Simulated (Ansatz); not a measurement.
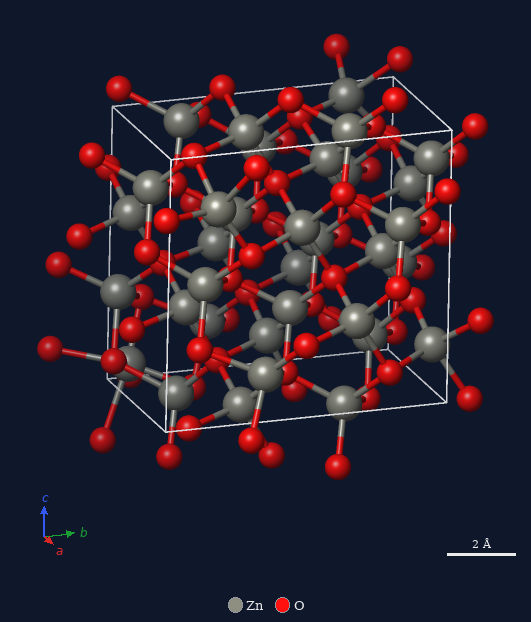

**Figure 1.** The starting structure (ball-and-stick view of the cell of the calculation, seen slightly off an axis; bonded neighbours outside the cell are drawn too).

**Geometry relaxation of Zn25O24 (charge +2) (part 1 of 3)**

System: Zn25O24 (defect cell, 49 atoms in the cell, total charge +2).
Method: DFT PBE, scalar-relativistic, plane waves, PAW, no spin polarisation (Ansatz 0.2.0).

The structure derives from a Materials Project entry. It belongs to a series of runs on one base structure; here: Zn interstitial, charge +2, atoms relaxed at the host's cell.

The program's output
```
Engine: ansatz 0.2.0, aarch64-unknown-linux-gnu
Pseudopotentials: kind: paw
Pseudopotential: Zn, paw, valence charge 12, recommended cutoff 420 eV (normal), Zn.paw.azcp
Pseudopotential: O, paw, valence charge 6, recommended cutoff 420 eV (normal), O.paw.azcp
Functional definition: PBE
  parameter kappa = 0.804
  parameter beta = 0.06672455060314922
  exchange = pbe_x(kappa = kappa, mu = beta*pi^2/3)
  correlation = pbe_c(beta = beta)
Crystal: 49 atoms, lattice volume = 591.588 Å³
Basis set: ecut = 420 eV, 11543 PW (Γ), exchange–correlation on 120×120×120 points (8 copies of the dense FFT grid, shifted against one another)
Bands: 270, of which v1, the nominal top of the filled ones, is band 221 counted from 1 (220 counted from 0)
Symmetry: 3 space group operations
Space group: R3 (ITA 146), of the structure as read, at distance tolerance 8.4e-5 Å
k-points: 2 of 8 (time reversal used)
Non-local potential: Zn, projectors of the file, l = 0: 2, l = 1: 2, l = 2: 3, l = 3: 1
Non-local potential: O, projectors of the file, l = 0: 2, l = 1: 2, l = 2: 1
PAW form: soft (Blöchl's): semilocal exchange-correlation on the pseudo side does not see the compensation charge
PAW one-centre angular grid: Zn, 590 points (default); XC on 64 Gauss nodes
PAW one-centre angular grid: O, 110 points (default); XC on 64 Gauss nodes
Initial density: superposition of atomic densities (neutral atoms scaled as one to the charged cell's electrons: chi_scale 0, normalization atom), corrected by the library's trained network
Initial wavefunctions: pseudopotential atomic-orbital guess
Functional: x = pbe(κ = 0.804, μ = 0.2195149727645171), c = pbe(β = 0.06672455060314922)
SCF iter   1: F=—  HF=-96618.863888 eV  |F-HF|=—  |Δ(HF+E_count)|=         —  Δρ=2.36e-2  dr2=1.89e0  ethr=1.77e-3  ⟨swp⟩=6.0  Hψ=1967  notcnv=0
preconditioner: auto → Resta (q_TF=auto, 2.599 Å⁻¹)  ε∞=7.4  [insulator: Δε(μ)=2.013 eV  Ē_g=12.675 eV  σ=0.010 eV  W_gap=1.00  n_scr=172 (ndim 8)  ℏωp=32.1 eV  f_vac=0.033  D(μ)=0.00/eV (n_scr^D=0)  ε∞_Penn≈7.4]
SCF iter   2: F=—  HF=-96618.248845 eV  |F-HF|=—  |Δ(HF+E_count)|=   6.15e-1  Δρ=3.44e-3  dr2=8.63e-2  ethr=4.29e-4  ⟨swp⟩=2.0  Hψ=1024  notcnv=0  defer=90
SCF iter   3: F=—  HF=-96618.148793 eV  |F-HF|=—  |Δ(HF+E_count)|=   1.00e-1  Δρ=3.75e-3  dr2=8.20e-2  ethr=1.95e-5  ⟨swp⟩=2.0  Hψ=852  notcnv=0  defer=90
SCF iter   4: F=—  HF=-96618.131439 eV  |F-HF|=—  |Δ(HF+E_count)|=   1.74e-2  Δρ=1.32e-3  dr2=6.59e-3  ethr=1.86e-5  ⟨swp⟩=2.0  Hψ=852  notcnv=0  defer=90
SCF iter   5: F=—  HF=-96618.138932 eV  |F-HF|=—  |Δ(HF+E_count)|=   7.49e-3  Δρ=8.53e-4  dr2=2.29e-3  ethr=1.49e-6  ⟨swp⟩=2.0  Hψ=892  notcnv=0  defer=90
SCF iter   6: F=—  HF=-96618.140298 eV  |F-HF|=—  |Δ(HF+E_count)|=   1.37e-3  Δρ=1.61e-4  dr2=1.65e-4  ethr=5.19e-7  ⟨swp⟩=2.0  Hψ=852  notcnv=0  defer=90
SCF iter   7: F=—  HF=-96618.140439 eV  |F-HF|=—  |Δ(HF+E_count)|=   1.40e-4  Δρ=1.70e-4  dr2=1.10e-4  ethr=3.72e-8  ⟨swp⟩=2.0  Hψ=892  notcnv=0  defer=90
SCF iter   8: F=-96618.140408 eV  HF=-96618.140408 eV  |F-HF|=4.04e-8  |Δ(HF+E_count)|=   3.08e-5  Δρ=3.24e-5  dr2=3.79e-6  ethr=3.54e-9  ⟨swp⟩=14.5  Hψ=5443  notcnv=0
SCF 1 converged in 8 iterations: F = -96618.140408 eV  dr2 = 3.79e-6
  greatest PAW one-centre occupation: 0.990 electrons in one spin orbital (limit 2), on the Zn atom at site 48 (counted from 0), in its partial waves of l = 2
relax step   1: F+E_penalty+E_count = -96618.14040810 eV  Δ(F+E_penalty+E_count) = +0.000e0 eV  max|allowed force component| = 1.098e-1 eV/Å  Δτ_max = 0.0000 Å  (8 SCF iters, dr2 threshold 1.56e-5 eV, accepted)
Initial density: handed on by an earlier stage of this run
Initial wavefunctions: those handed on with the density
iter 1 solved again at ethr=1.29e-7 eV; its pass at ethr=3.10e-3 eV (dr2=5.72e-4 eV) is discarded
SCF iter   1: F=—  HF=-96618.144331 eV  |F-HF|=—  |Δ(HF+E_count)|=         —  Δρ=4.74e-4  dr2=5.92e-4  ethr=1.29e-7  ⟨swp⟩=3.0  Hψ=1645  notcnv=0  defer=90
preconditioner: auto → Resta (q_TF=auto, 2.599 Å⁻¹)  ε∞=7.8  [insulator: Δε(μ)=1.839 eV  Ē_g=12.351 eV  σ=0.010 eV  W_gap=1.00  n_scr=172 (ndim 8)  ℏωp=32.1 eV  f_vac=0.042  D(μ)=0.00/eV (n_scr^D=0)  ε∞_Penn≈7.8]
SCF iter   2: F=—  HF=-96618.144368 eV  |F-HF|=—  |Δ(HF+E_count)|=   3.69e-5  Δρ=2.32e-4  dr2=1.35e-4  ethr=1.29e-7  ⟨swp⟩=2.0  Hψ=789  notcnv=0  defer=90
SCF iter   3: F=—  HF=-96618.144326 eV  |F-HF|=—  |Δ(HF+E_count)|=   4.21e-5  Δρ=6.79e-5  dr2=2.24e-5  ethr=3.06e-8  ⟨swp⟩=2.0  Hψ=879  notcnv=0  defer=90
SCF iter   4: F=—  HF=-96618.144322 eV  |F-HF|=—  |Δ(HF+E_count)|=   3.46e-6  Δρ=1.57e-5  dr2=1.47e-6  ethr=5.06e-9  ⟨swp⟩=2.0  Hψ=892  notcnv=0  defer=90
SCF iter   5: F=-96618.144323 eV  HF=-96618.144323 eV  |F-HF|=8.74e-7  |Δ(HF+E_count)|=   9.97e-7  Δρ=1.20e-5  dr2=5.90e-7  ethr=1.70e-10  ⟨swp⟩=14.0  Hψ=5293  notcnv=0
SCF 2 converged in 5 iterations: F = -96618.144323 eV  dr2 = 5.90e-7
relax step   2: F+E_penalty+E_count = -96618.14432251 eV  Δ(F+E_penalty+E_count) = -3.914e-3 eV  max|allowed force component| = 6.582e-2 eV/Å  Δτ_max = 0.0047 Å  (5 SCF iters, dr2 threshold 7.53e-7 eV, accepted)
SCF iter   1: F=—  HF=-96618.146510 eV  |F-HF|=—  |Δ(HF+E_count)|=         —  Δρ=6.21e-4  dr2=9.99e-4  ethr=2.33e-6  ⟨swp⟩=3.0  Hψ=1094  notcnv=0  defer=90
preconditioner: auto → Resta (q_TF=auto, 2.599 Å⁻¹)  ε∞=7.8  [insulator: Δε(μ)=1.850 eV  Ē_g=12.352 eV  σ=0.010 eV  W_gap=1.00  n_scr=172 (ndim 8)  ℏωp=32.1 eV  f_vac=0.042  D(μ)=0.00/eV (n_scr^D=0)  ε∞_Penn≈7.8]
SCF iter   2: F=—  HF=-96618.146173 eV  |F-HF|=—  |Δ(HF+E_count)|=   3.37e-4  Δρ=3.05e-4  dr2=2.33e-4  ethr=2.26e-7  ⟨swp⟩=3.0  Hψ=1014  notcnv=0  defer=90
SCF iter   3: F=—  HF=-96618.146100 eV  |F-HF|=—  |Δ(HF+E_count)|=   7.25e-5  Δρ=8.48e-5  dr2=3.68e-5  ethr=5.27e-8  ⟨swp⟩=2.0  Hψ=860  notcnv=0  defer=90
SCF iter   4: F=—  HF=-96618.146341 eV  |F-HF|=—  |Δ(HF+E_count)|=   2.41e-4  Δρ=2.11e-5  dr2=3.18e-6  ethr=8.32e-9  ⟨swp⟩=2.0  Hψ=892  notcnv=0  defer=90
SCF iter   5: F=—  HF=-96618.146343 eV  |F-HF|=—  |Δ(HF+E_count)|=   1.37e-6  Δρ=1.61e-5  dr2=1.12e-6  ethr=7.18e-10  ⟨swp⟩=2.0  Hψ=844  notcnv=0  defer=90
SCF iter   6: F=—  HF=-96618.146342 eV  |F-HF|=—  |Δ(HF+E_count)|=   4.85e-7  Δρ=3.70e-6  dr2=1.86e-7  ethr=2.53e-10  ⟨swp⟩=2.0  Hψ=892  notcnv=0  defer=90
SCF iter   7: F=-96618.146342 eV  HF=-96618.146342 eV  |F-HF|=3.13e-8  |Δ(HF+E_count)|=   1.41e-8  Δρ=2.99e-6  dr2=4.65e-8  ethr=2.26e-11  ⟨swp⟩=12.5  Hψ=3907  notcnv=0
SCF 3 converged in 7 iterations: F = -96618.146342 eV  dr2 = 4.65e-8
relax step   3: F+E_penalty+E_count = -96618.14634200 eV  Δ(F+E_penalty+E_count) = -2.019e-3 eV  max|allowed force component| = 8.716e-3 eV/Å  Δτ_max = 0.0064 Å  (7 SCF iters, accepted)
```

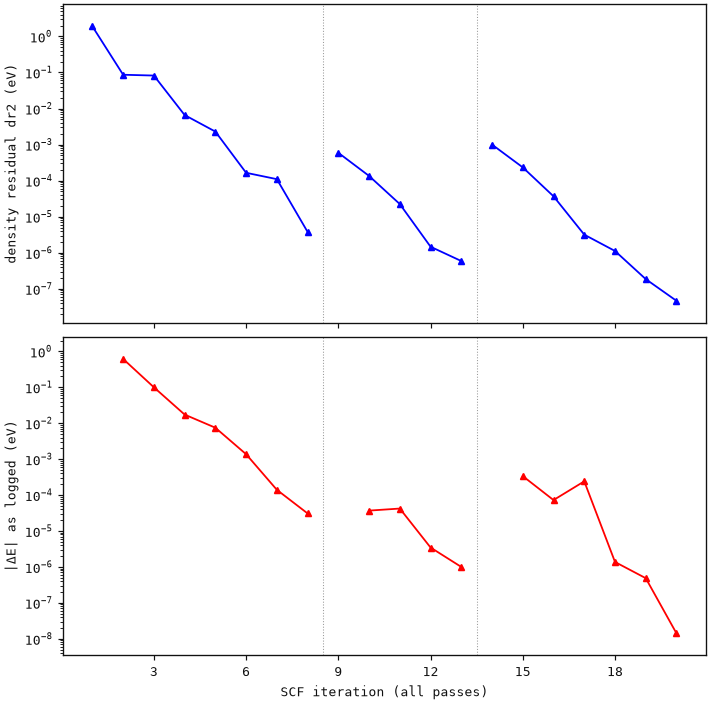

**Figure 2.** Convergence of the self-consistent field: density residual dr2 and size of the energy change against the SCF iteration. The dotted lines part the SCF passes of the relaxation: geometry steps, rejected trials and re-solves on a re-selected basis. The passes take 8, 5 and 7 iterations.

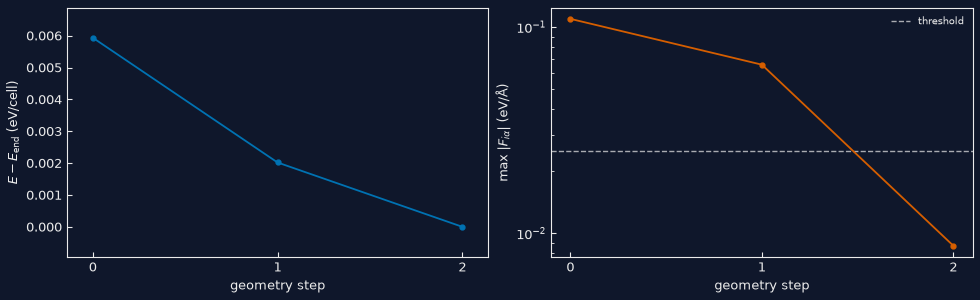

**Figure 3.** Progress of the relaxation, step by step (the first geometry is step 0 here and step 1 in the log). The largest moves, 0.011 Å, are those of O27, O32 and O35. By element the largest moves are O 0.011 Å, Zn 0.007 Å. The lattice vectors keep their values. Among the contacts that change: O27–Zn49 2.392 → 2.378 Å, Zn14–O35 2.032 → 2.040 Å, Zn11–O35 2.053 → 2.060 Å, O42–Zn49 2.048 → 2.042 Å. The energy falls by 5.9 meV per cell of the calculation in 2 geometry steps. Largest force component: 0.11 eV/Å at the start, 0.0087 eV/Å at the end. (Atoms are counted from 1 in the order of the input.)

```
SCF converged after 7 iterations
Free energy (F): -96618.146342 eV
Harris-Foulkes:  -96618.146342 eV  (|F-HF|=3.13e-8)
Internal energy: -96618.146342 eV  (E = F + TS)
E sigma→0 (E₀):  -96618.146342 eV
Fermi energy:    7.849774 eV
--- Per-component energies (eV) ---
  E_band       = 761.750231
  E_kinetic    = 7433.577300
  E_local      = -49951.076600  (includes V_loc(G=0)·N_el)
  E_nonlocal   = 16630.054767
  E_hartree    = 20550.377899
  E_xc         = -5153.364945
  E_vxc        = -3499.779766  (∫ρ·V_xc dr)
  E_paw        = -49592.408577  (= ΣΔE_a)
  E_vpaw       = -10951.818193  (= ΣTr[D̂ρ^β])
  E_aug_tail   = 0.048933  (compensation charges beyond the density's cutoff)
  E_ewald      = -36535.355120
  E_smearing   = -0.000000  (= −TS)
  E_closure    = -0.000000  (closes the sum)
  E_deformation_potential = 27.950354  (in the stress; not in F)
  Σ components = -96618.146342   (vs F -96618.146342, Δ=0.00e0)
--- Forces (eV/Å), atoms counted from 1 ---
  atom   1  Zn    -0.00024354    -0.00147991    -0.00038140
  atom   2  Zn    -0.00115988     0.00095087    -0.00038140
  atom   3  Zn    -0.00049511    -0.00039276    -0.00554562
  atom   4  Zn     0.00257091     0.00176206    -0.00179726
  atom   5  Zn     0.00024054    -0.00310750    -0.00179726
  atom   6  Zn    -0.00509649    -0.00283495    -0.00417432
  atom   7  Zn     0.00140341     0.00052905    -0.00038140
  atom   8  Zn    -0.00009258     0.00062515    -0.00554562
  atom   9  Zn    -0.00281144     0.00134544    -0.00179726
  atom  10  Zn     0.00500339    -0.00299622    -0.00417432
  atom  11  Zn     0.00058769    -0.00023240    -0.00554562
  atom  12  Zn     0.00009311     0.00583117    -0.00417432
  atom  13  Zn    -0.00013587     0.00131942    -0.00025565
  atom  14  Zn     0.00228095    -0.00049376    -0.00080015
  atom  15  Zn    -0.00071287     0.00222224    -0.00080015
  atom  16  Zn    -0.00107472    -0.00077737    -0.00025565
  atom  17  Zn     0.00097945    -0.00075363    -0.00262422
  atom  18  Zn     0.00014233    -0.00094433    -0.00543953
  atom  19  Zn     0.00121058    -0.00054205    -0.00025565
  atom  20  Zn     0.00016294     0.00122505    -0.00262422
  atom  21  Zn    -0.00088897     0.00034890    -0.00543953
  atom  22  Zn    -0.00156808    -0.00172848    -0.00080015
  atom  23  Zn    -0.00114239    -0.00047142    -0.00262422
  atom  24  Zn     0.00074665     0.00059542    -0.00543953
  atom  25  O      0.00009486     0.00085284     0.00105795
  atom  26  O      0.00069115    -0.00050857     0.00105795
  atom  27  O      0.00162481    -0.00037362     0.00603015
  atom  28  O     -0.00121002     0.00070386     0.00243079
  atom  29  O      0.00121457     0.00069598     0.00243079
  atom  30  O      0.00153326     0.00200845     0.00233773
  atom  31  O     -0.00078601    -0.00034427     0.00105795
  atom  32  O     -0.00113597    -0.00122032     0.00603015
  atom  33  O     -0.00000455    -0.00139984     0.00243079
  atom  34  O     -0.00250600     0.00032362     0.00233773
  atom  35  O     -0.00048884     0.00159394     0.00603015
  atom  36  O      0.00097274    -0.00233207     0.00233773
  atom  37  O      0.00078470     0.00079292    -0.00046929
  atom  38  O     -0.00044731    -0.00353538     0.00173363
  atom  39  O      0.00328539     0.00138031     0.00173363
  atom  40  O     -0.00107904     0.00028311    -0.00046929
  atom  41  O     -0.00134815     0.00119840     0.00365550
  atom  42  O      0.00034311     0.00253008     0.00714240
  atom  43  O      0.00029434    -0.00107603    -0.00046929
  atom  44  O     -0.00036377    -0.00176673     0.00365550
  atom  45  O      0.00201956    -0.00156218     0.00714240
  atom  46  O     -0.00283807     0.00215507     0.00173363
  atom  47  O      0.00171192     0.00056834     0.00365550
  atom  48  O     -0.00236267    -0.00096790     0.00714240
  atom  49  Zn    -0.00000000    -0.00000000    -0.00871660
  max |Σ_I F_I| component: 1.45e-5 eV/Å
--- Charged-cell corrections in eV (Makov–Payne, q = +2.000 e, ε = [10.553, 10.553, 11.586]) ---
  F (periodic)     = -96618.146342  (uncorrected; the corrections below are reported, never added to it)
  E_corr1          = +0.894614  (monopole, q²α_M/2ε̄L, of the cell on which ε is isotropic)
  F Makov-Payne    = -96617.251728  (F + E_corr1; no measured alignment; for a localised charge, not one spread in a band: unchecked)
  no potential alignment in this run, which stands beside a crystal: run the host's input off ansatz write-host-input, and read the two finished runs by ansatz place-levels (neither reads a slab, a wire or a sheet, whose cell leaves a vacuum)
--- Band table (eV) ---
```
